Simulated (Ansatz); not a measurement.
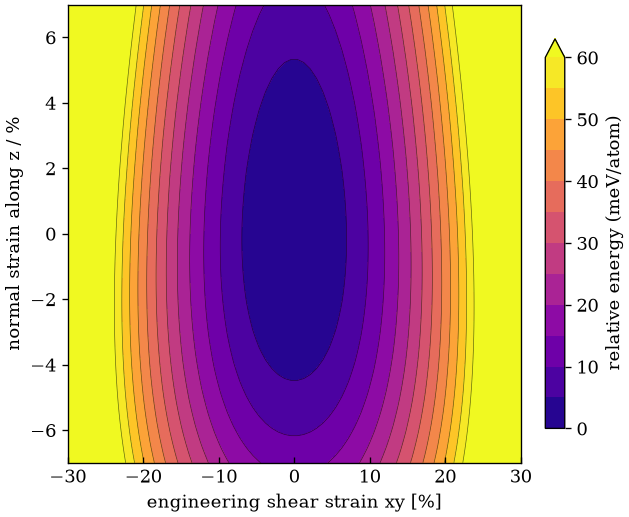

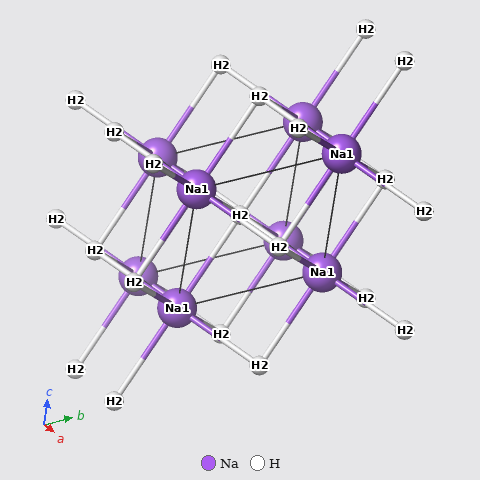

Energy landscape of NaH (Fm-3m, No. 225; 2 atoms in the cell). The energy is mapped over two homogeneous strains (x, y and z along the cube axes). The first coordinate is: engineering shear strain xy; the second: normal strain along z. Nothing is relaxed (symmetry fixes all fractional coordinates). Grid: 9 × 9 points; 45 points were computed and 36 follow by symmetry. Points are written as (first, second). Energies are in meV/atom, from the lowest grid point. Method: DFT r2SCAN, scalar-relativistic, plane waves, PAW in Ansatz 0.2.0. Settings: cutoff 520 eV, k-mesh 8×8×8, fermi-dirac smearing 0.2 eV, no spin polarisation.

In the figure: filled contours, one colour for all values above the top of the scale. Between grid points the surface is interpolated. The second picture is the structure at the lowest point

Where are the wells?

Answer. The lowest grid point is at (0.0 %, 0.00 %). No other kind of well shows on this grid. The highest grid point, (−30.0 %, 7.00 %), lies 118 meV/atom above the lowest. The gap on the k-mesh is 4.4 eV at the lowest point and runs from 3.0 to 4.5 eV over the map.

Time for the 45 points that were run: 2.2 min on 1 thread of Arm Neoverse V2, on a shared host.
